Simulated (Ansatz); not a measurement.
# Nb: geometry relaxation

Nb (Fm-3m, 1 atom in the cell), computed with DFT, PBE, PAW with Ansatz's default frozen-core files, scalar-relativistic, no spin polarisation (Ansatz 0.2.0).

The structure was built on a prototype by a generator; it need not be a known phase. Its volume is 1.02 times that of the source entry. It belongs to a series of runs on one base structure; here: fcc relaxed under pressure, PAW files.

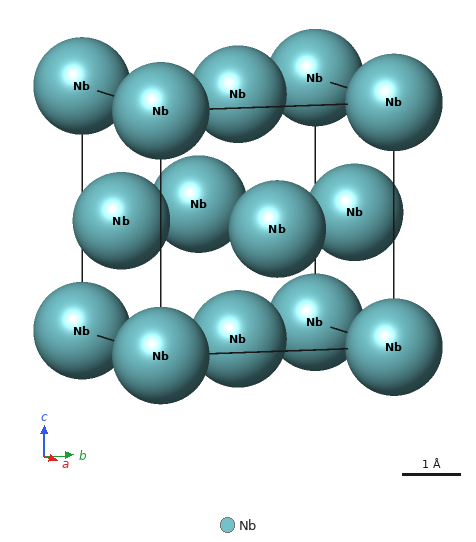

*The structure as given in the input (spheres-only view of the cell 4 times as large as that of the calculation, set on its symmetry axes, seen slightly off an axis). An atom can appear more than once, as a periodic image.*

### Input
```yaml
crystal:
  lattice:
    - [0.0, 2.1242736809, 2.1242736809]
    - [2.1242736809, 0.0, 2.1242736809]
    - [2.1242736809, 2.1242736809, 0.0]
  atoms:
    - { symbol: Nb, position: [0.0, 0.0, 0.0] }
kpoints:
  mp_grid: { grid: [16, 16, 16] }
scf:
  occupations: { method: fermi_dirac, width: 0.08 }
hamiltonian:
  xc: pbe
  pseudopotentials: { kind: paw }
output:
  forces: true
  stress: true
  eigenvalues: true
  write_density: true
  write_potential: true
  elf: true
  volumetric_format: npy
relax:
  f_tol: 0.005
  max_steps: 40
  cell: { p_target: -3.3, stress_tol: 0.03 }
```

Hardware: 1 thread of Arm Neoverse V1, 24 GiB of memory available, shared host.

Run as:
```bash
ansatz run input.yaml --threads 1 --pin off --max-ram 3584MiB --backend cpu --events-out ev --progress --plain --runs-dir out
```

### Output
```
Engine: ansatz 0.2.0, aarch64-unknown-linux-gnu
Pseudopotentials: kind: paw
Pseudopotential: Nb, paw, valence charge 13, recommended cutoff 420 eV (normal), Nb.paw.azcp
Functional definition: PBE
  parameter kappa = 0.804
  parameter beta = 0.06672455060314922
  exchange = pbe_x(kappa = kappa, mu = beta*pi^2/3)
  correlation = pbe_c(beta = beta)
Crystal: 1 atoms, lattice volume = 19.172 Å³
Basis set: ecut = 420 eV, 339 PW (Γ), exchange–correlation on 48×48×48 points (8 copies of the dense FFT grid, shifted against one another)
Bands: 11, of which v1, the nominal top of the filled ones, is band 7 counted from 1 (6 counted from 0)
Symmetry: 48 space group operations
Space group: Fm-3m (ITA 225), of the structure as read, at distance tolerance 2.7e-5 Å
k-points: 145 of 4096
Non-local potential: Nb, projectors of the file, l = 0: 3, l = 1: 2, l = 2: 2, l = 3: 1
PAW form: soft (Blöchl's): semilocal exchange-correlation on the pseudo side does not see the compensation charge
PAW one-centre angular grid: Nb, 590 points (default); XC on 64 Gauss nodes
Initial density: superposition of atomic densities (neutral atoms: chi_scale 0, normalization atom), corrected by the library's trained network
Initial wavefunctions: pseudopotential atomic-orbital guess
Functional: x = pbe(κ = 0.804, μ = 0.2195149727645171), c = pbe(β = 0.06672455060314922)
SCF iter   1: F=—  HF=-4551.970898 eV  |F-HF|=—  |Δ(HF+E_count)|=         —  Δρ=2.29e-3  dr2=3.21e-4  ethr=1.77e-3  ⟨swp⟩=5.0  Hψ=9354  notcnv=0
preconditioner: auto → none  [metal: Δε(μ)=0.005 eV  Ē_g=6.969 eV  σ=0.080 eV  W_gap=0.02  n_scr=0 (ndim 8)  ℏωp=19.0 eV  f_vac=0.000  D(μ)=1.56/eV (n_scr^D=14)]
SCF iter   2: F=—  HF=-4551.971116 eV  |F-HF|=—  |Δ(HF+E_count)|=   2.18e-4  Δρ=1.23e-3  dr2=9.39e-5  ethr=2.47e-6  ⟨swp⟩=2.6  Hψ=3643  notcnv=0
SCF iter   3: F=—  HF=-4551.971213 eV  |F-HF|=—  |Δ(HF+E_count)|=   9.69e-5  Δρ=2.41e-4  dr2=6.21e-6  ethr=7.22e-7  ⟨swp⟩=2.9  Hψ=2500  notcnv=0
SCF iter   4: F=—  HF=-4551.971211 eV  |F-HF|=—  |Δ(HF+E_count)|=   2.52e-6  Δρ=8.21e-5  dr2=4.75e-7  ethr=4.78e-8  ⟨swp⟩=2.9  Hψ=2525  notcnv=0
iter 5 did not close the SCF: its close was put off for the readings that it lacked (scf_convergence_deferred on its scf_iter line)
SCF iter   5: F=-4551.971211 eV  HF=-4551.971211 eV  |F-HF|=2.54e-8  |Δ(HF+E_count)|=   1.77e-7  Δρ=2.96e-5  dr2=5.85e-8  ethr=3.65e-9  ⟨swp⟩=1.4  Hψ=1795  notcnv=0
SCF iter   6: F=-4551.971211 eV  HF=-4551.971211 eV  |F-HF|=4.55e-12  |Δ(HF+E_count)|=   1.59e-8  Δρ=6.18e-7  dr2=1.80e-11  ethr=4.50e-10  ⟨swp⟩=5.4  Hψ=7968  notcnv=0
SCF 1 converged in 6 iterations: F = -4551.971211 eV  dr2 = 1.80e-11
  greatest PAW one-centre occupation: 0.998 electrons in one spin orbital (limit 2), on the Nb atom at site 0 (counted from 0), in its partial waves of l = 0
relax step   1: F+E_penalty+E_count = -4551.97121064 eV  Δ(F+E_penalty+E_count) = +0.000e0 eV  max|allowed force component| = 0.000e0 eV/Å  Δτ_max = 0.0000 Å  P = -3.305 GPa  Ω = 19.172 Å³  (6 SCF iters, dr2 threshold 1.00e-7 eV, accepted)
Initial density: handed on by an earlier stage of this run
Initial wavefunctions: pseudopotential atomic-orbital guess (no wavefunctions were taken with the density)
iter 1 solved again at ethr=2.35e-8 eV; its pass at ethr=3.10e-3 eV (dr2=3.05e-6 eV) is discarded
SCF iter   1: F=—  HF=-4551.971210 eV  |F-HF|=—  |Δ(HF+E_count)|=         —  Δρ=6.19e-7  dr2=2.17e-11  ethr=2.35e-8  ⟨swp⟩=3.1  Hψ=14012  notcnv=0
eigensolver tolerance schedule: the retry pair's looser diagonalisation over-reported the residual by 140463.89 of it (diagonalisation noise at an unbounded share of the residual, at the tolerance the schedule requests for it); recorded, not acted on — ethr = c·dr2/N_el stays at c = 1.0e-1
preconditioner: auto → none  [metal: Δε(μ)=0.004 eV  Ē_g=6.969 eV  σ=0.080 eV  W_gap=0.01  n_scr=0 (ndim 8)  ℏωp=19.0 eV  f_vac=0.000  D(μ)=1.56/eV (n_scr^D=14)]
SCF iter   2: F=—  HF=-4551.971211 eV  |F-HF|=—  |Δ(HF+E_count)|=   1.44e-7  Δρ=3.40e-7  dr2=5.53e-12  ethr=1.00e-12  ⟨swp⟩=2.9  Hψ=2910  notcnv=0
SCF iter   3: F=-4551.971211 eV  HF=-4551.971211 eV  |F-HF|=0.00e0  |Δ(HF+E_count)|=  1.82e-12  Δρ=1.01e-7  dr2=6.00e-13  ethr=1.00e-12  ⟨swp⟩=5.4  Hψ=6326  notcnv=0
SCF 2 converged in 3 iterations: F = -4551.971211 eV  dr2 = 6.00e-13
relax step   2: F+E_penalty+E_count = -4551.97121064 eV  Δ(F+E_penalty+E_count) = -9.095e-13 eV  max|allowed force component| = 0.000e0 eV/Å  Δτ_max = 0.0000 Å  P = -3.305 GPa  Ω = 19.172 Å³  stress off target by 4.98e-3 GPa  SCF on the basis re-selected at this cell (its energy is not comparable with the rows above)  (3 SCF iters)
basis re-selected at this cell: Δ(F+E_penalty+E_count) = -9.095e-13 eV, ΔP = +0.000 GPa vs the last step (what re-selecting the basis moved, of the pressure what is left beyond the Pulay correction that the steps carried, after the strain that the cell walked since its last selection, with what the two solves' SCF thresholds leave and, on support functions, any second-order correction that the steps lacked; it is no measure of the basis error at this ecutwfc). This SCF's stress stands 4.98e-3 GPa from its target on what of the cell is left free (relax.cell.stress_tol is 3.00e-2 GPa) and its largest allowed force component is 0.00e0 eV/Å (relax.f_tol is 5.00e-3 eV/Å): within both
SCF converged after 3 iterations
Free energy (F): -4551.971211 eV
Harris-Foulkes:  -4551.971211 eV  (|F-HF|=0.00e0)
Internal energy: -4551.938397 eV  (E = F + TS)
E sigma→0 (E₀):  -4551.954804 eV
Entropy (-TS):   -0.032813 eV (-32.813 meV/atom)
Fermi energy:    16.877687 eV
--- Per-component energies (eV) ---
  E_band       = -83.828655
  E_kinetic    = 393.139186
  E_local      = -729.687755  (includes V_loc(G=0)·N_el)
  E_nonlocal   = 119.492893
  E_hartree    = 226.393816
  E_xc         = -174.969275
  E_vxc        = -212.162907  (∫ρ·V_xc dr)
  E_paw        = -3073.217795  (= ΣΔE_a)
  E_vpaw       = -107.397699  (= ΣTr[D̂ρ^β])
  E_aug_tail   = 0.000007  (compensation charges beyond the density's cutoff)
  E_ewald      = -1313.089475
  E_smearing   = -0.032813  (= −TS)
  E_closure    = -0.000000  (closes the sum)
  Σ components = -4551.971211   (vs F -4551.971211, Δ=0.00e0)
--- Forces (eV/Å), atoms counted from 1 ---
  atom   1  Nb    -0.00000000     0.00000000     0.00000000
  max |Σ_I F_I| component: 1.71e-30 eV/Å
--- Stress (GPa, compression-positive) ---
       -3.304975      -0.000000       0.000000
        0.000000      -3.304975       0.000000
        0.000000       0.000000      -3.304975
  P = ⅓ Tr σ = -3.3050 GPa (-33.050 kbar)
--- Band table (eV; the first three rows and the last of 145) ---
  k-point 0: bands = ["-37.9141", "-13.3548", "-13.3548", "-13.3548", "10.7342", "16.9870", "16.9870", "16.9870", "19.5060", "19.5060", "28.6072"]
  k-point 1: bands = ["-37.9074", "-13.3998", "-13.3604", "-13.3604", "10.8763", "16.8766", "17.0525", "17.0525", "19.4483", "19.4483", "28.8910"]
  k-point 2: bands = ["-37.8884", "-13.5266", "-13.3764", "-13.3764", "11.2806", "16.6036", "17.2158", "17.2158", "19.3298", "19.3298", "29.6291"]
  k-point 144: bands = ["-37.6775", "-14.0793", "-14.0793", "-13.7687", "14.3076", "15.7847", "15.7847", "18.7239", "21.9534", "26.7067", "26.7067"]
--- Relaxed structure (1 steps of the walk, 1 accepted, 1 SCFs on fresh bases) ---
  F+E_penalty+E_count = -4551.97121064 eV   max|allowed force component| = 0.000e0 eV/Å   (the final SCF, on the basis selected at the relaxed cell)
  cell:  # Å, volume = 19.1717 Å³
    - [0.0, 2.1242736809, 2.1242736809]
    - [2.1242736809, 0.0, 2.1242736809]
    - [2.1242736809, 2.1242736809, 0.0]
  atoms:
    - { symbol: Nb, position: [0.0, 0.0, 0.0] }
```

### File rho_z.tsv
```
# z_ang	rho[e/angstrom^3]
# format = ansatz-planar-average/11
# lattice	0.000000000	2.124273681	2.124273681
# lattice	2.124273681	0.000000000	2.124273681
# lattice	2.124273681	2.124273681	0.000000000
# sites	1
# site	41	0.000000000	0.000000000	0.000000000
0.000000	1.269787e0
0.125174	1.250635e0
0.250348	1.189714e0
0.375522	1.082303e0
0.500696	9.332599e-1
0.625870	7.616345e-1
0.751044	5.943688e-1
0.876218	4.543888e-1
1.001392	3.524901e-1
1.126566	2.872841e-1
1.251740	2.503328e-1
1.376914	2.322436e-1
1.502088	2.268616e-1
1.627262	2.322436e-1
1.752436	2.503328e-1
1.877610	2.872841e-1
2.002784	3.524901e-1
2.127958	4.543888e-1
2.253132	5.943688e-1
2.378307	7.616345e-1
2.503481	9.332599e-1
2.628655	1.082303e0
2.753829	1.189714e0
2.879003	1.250635e0
```

### Trajectory as extended XYZ (Å, eV, eV/Å), 2 frames, from step=1 to step=2
```
1
Lattice="0.0000 2.1243 2.1243 2.1243 0.0000 2.1243 2.1243 2.1243 0.0000" Properties=species:S:1:pos:R:3:forces:R:3 step=1 energy=-4551.97121 pressure_GPa=-3.30
Nb    0.0000    0.0000    0.0000    0.0000   0.0000   0.0000
1
Lattice="0.0000 2.1243 2.1243 2.1243 0.0000 2.1243 2.1243 2.1243 0.0000" Properties=species:S:1:pos:R:3:forces:R:3 step=2 energy=-4551.97121 pressure_GPa=-3.30
Nb    0.0000    0.0000    0.0000    0.0000   0.0000   0.0000
```

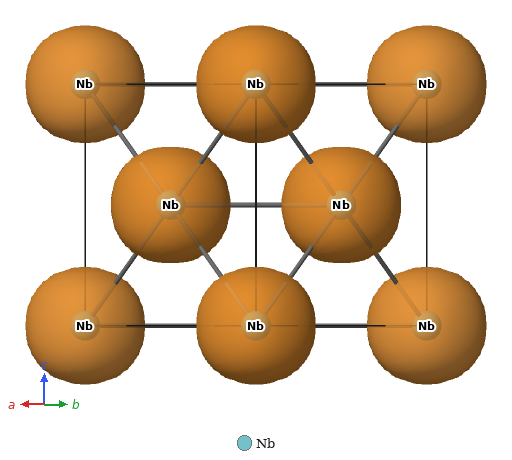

*Isosurface of the valence pseudo-density at 0.5 e/Å³ (orange), seen along [110]. Sticks mark near contacts. The outline is the cell set on symmetry axes.*

At this value the density breaks into separate islands; it holds about 70 % of the electrons treated as valence (semicore included). It is pinched off along the Nb–Nb (3.00 Å) contacts. On the grid the lowest density along these lines, outside the cores, is 0.24 e/Å³ (Nb–Nb, 3.00 Å). In a PAW calculation such maps are meaningful between the atoms, not at the nuclei.

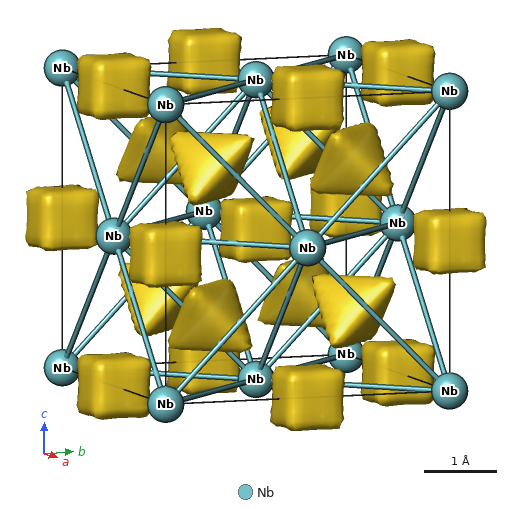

*Isosurface of the electron localisation function at 0.45 (yellow), seen slightly off an axis. Only the valence region is drawn (cores and ρ < 0.01 e/Å³ removed). Sticks mark near contacts. The outline is the cell set on symmetry axes.*

Values along the shortest contacts: Nb–Nb (3.00 Å): the ELF is about 0.25 at the midpoint (no localised pair between them).

### Key numbers

- outcome: converged
- space group (tolerance 0.01 Å): Fm-3m (225)
- electrons treated: 13
- free energy: −4551.9712 eV
- Fermi energy: 16.878 eV
- pressure: −3.30 GPa
- final volume: 19.17 Å³
- largest force (length of the vector) at the end: under 0.001 eV/Å
- final cell: a = 3.004 Å, b = 3.004 Å, c = 3.004 Å, α = 60.00°, β = 60.00°, γ = 60.00°
- wall time: 4.8 s
- peak memory: 0.31 GiB
